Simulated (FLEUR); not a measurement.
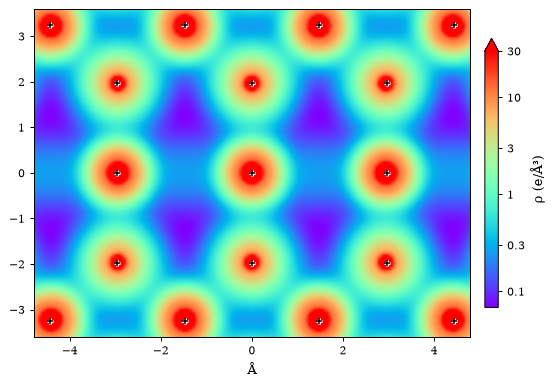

The total electron density on a plane through atoms (crosses mark nuclei in the plane).

Level of theory: Kohn-Sham DFT of a periodic cell, PBEsol, all-electron in FLEUR MaX-R8.1 (later development tree).

Candidates:
A. TiO$_{2}$, a = 4.60 Å, b = 4.60 Å, c = 2.96 Å, α = 90.00°, β = 90.00°, γ = 90.00°. Space group P4₂/mnm; a structure from a database of computed crystals, not necessarily the ambient phase.
B. Ir, a = 2.71 Å, b = 2.71 Å, c = 3.75 Å, α = 90.00°, β = 90.00°, γ = 90.00°. Space group I4/mmm; changed on purpose from its base cell (strain component 3 = -0.02).
C. Pd, a = 3.76 Å, b = 3.76 Å, c = 3.76 Å, α = 90.00°, β = 90.00°, γ = 90.00°. Space group Fm-3m.

Q: Which candidate gave the map?

A: Candidate A: TiO$_{2}$ on the (11̄0) plane of the conventional cell, which holds Ti and O. Ti–O (1.98 Å): the density is about 0.66 e/Å³ at the midpoint.
